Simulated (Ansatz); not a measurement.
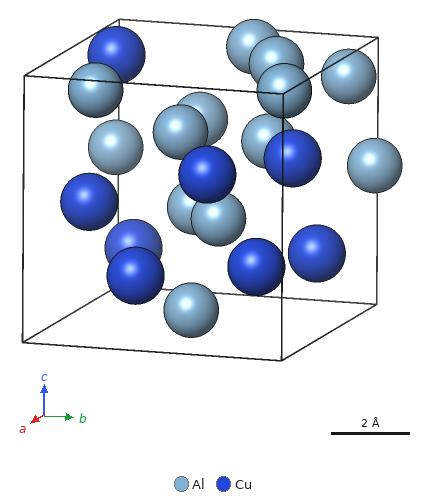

Starting frame of a dynamics run of an amorphous cell of composition Al3Cu2 (20 atoms in the cell). The picture is a spheres-only view of the simulation cell, seen slightly off an axis.

Method: DFT PBEsol, scalar-relativistic, plane waves, PAW in Ansatz 0.2.0.

The input:
```yaml
crystal:
  lattice:
    - [6.892192, -0.185464, -0.060055]
    - [-0.185464, 6.973898, 0.006784]
    - [-0.060055, 0.006784, 7.002285]
  atoms:
    - { symbol: Al, position: [0.8366954102, 0.2161844555, 0.9264513389] }
    - { symbol: Al, position: [0.0172546472, 0.9951486204, 0.5234021214] }
    - { symbol: Al, position: [0.0388880876, 0.9004603469, 0.8554331316] }
    - { symbol: Al, position: [0.5153682806, 0.5758262146, 0.4010420626] }
    - { symbol: Al, position: [0.0543743321, 0.5396946842, 0.9458780507] }
    - { symbol: Al, position: [0.497849054, 0.4208466255, 0.7115637052] }
    - { symbol: Al, position: [0.0208793113, 0.3222875698, 0.6511039512] }
    - { symbol: Al, position: [0.6934685529, 0.8921906406, 0.9397331882] }
    - { symbol: Al, position: [0.2192398164, 0.3754040917, 0.3682884509] }
    - { symbol: Al, position: [0.3539305481, 0.7368610394, 0.958768237] }
    - { symbol: Al, position: [0.5730217787, 0.4940810852, 0.0650068043] }
    - { symbol: Al, position: [0.1706987887, 0.6425502679, 0.6228923679] }
    - { symbol: Cu, position: [0.7763385344, 0.8186549852, 0.2925163767] }
    - { symbol: Cu, position: [0.0890942628, 0.0927485412, 0.168401926] }
    - { symbol: Cu, position: [0.4070560139, 0.916618721, 0.2711284945] }
    - { symbol: Cu, position: [0.8024516448, 0.6368019518, 0.6315531572] }
    - { symbol: Cu, position: [0.4273352506, 0.1463709623, 0.9662938889] }
    - { symbol: Cu, position: [0.4834244923, 0.8492114953, 0.639360315] }
    - { symbol: Cu, position: [0.8684265595, 0.3865956268, 0.2493984442] }
    - { symbol: Cu, position: [0.6767708482, 0.1359451662, 0.4685109014] }
  symmetry: { detect: false }
basis:
  ecutwfc: 320
  xc_grid: 1
kpoints:
  mp_grid: { grid: [1, 1, 1], shift: [0.25, 0.25, 0.25] }
hamiltonian:
  xc: pbesol
scf:
  occupations: { method: fermi_dirac, width: 0.1482 }
  lower_state_search: "off"
  convergence: { dr2_threshold: 1.0e-05 }
output:
  forces: true
  stress: true
md:
  timestep: 3.0
  n_steps: 24
  ensemble: nvt_langevin
  friction: 0.03
  temperature: 1720.0
  initial_velocities: maxwell_boltzmann
  seed: 51773
```

Launched with:
```bash
ansatz run input.yaml --threads 2 --pin off --max-ram 5120MiB --backend cpu --events-out ev --progress --plain --runs-dir out
```

Q: Predict how the run goes.

A: The mean temperature in the second half is 1611 K (standard deviation 114 K). The potential energy is still drifting at the end, so the run hasn't reached equilibrium. The potential energy in the second half lies on average 54.2 meV per atom below the first frame. The mean pressure there is 1.5 GPa. In the second half of the run the atoms are, in the root-mean-square, this far from where they began (common drift taken out): Al 0.48 Å, Cu 0.26 Å. The run lasts only 72 fs, too short to tell vibration from diffusion.

Along the run (each row but the first and the last is the mean over the interval that it begins):

```
time (fs)  potential energy (meV/atom)  T (K)  p (GPa)
      0.0                          0.0   1634      0.7
      9.0                        -16.0   1438      0.6
     18.0                        -47.6   1880      0.8
     27.0                        -34.6   1872      1.8
     36.0                        -10.7   1641      2.5
     45.0                        -31.6   1546      2.1
     54.0                        -71.4   1674      1.1
     63.0                        -90.6   1594      0.5
     72.0                        -91.5   1579      0.5
```

The paths of the atoms:

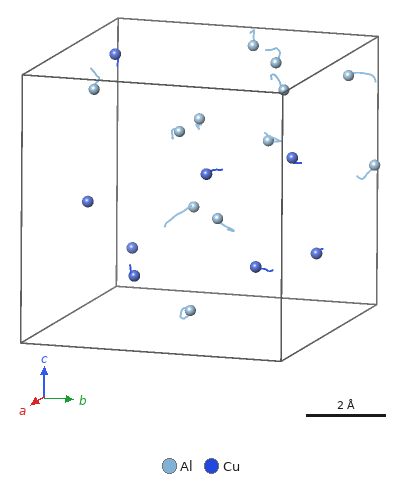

Limits of the set-up: the k-point mesh is coarse for a cell with partly filled bands; the cutoff lies below the recommended one; the periodic images lie only 6.9 Å apart, so the values are limited by the cell's size.

The run took 96 s on 2 threads of Intel(R) Xeon(R) Processor @ 2.50GHz (Skylake/Cascade Lake), with other jobs on the host, peak memory 0.47 GiB.
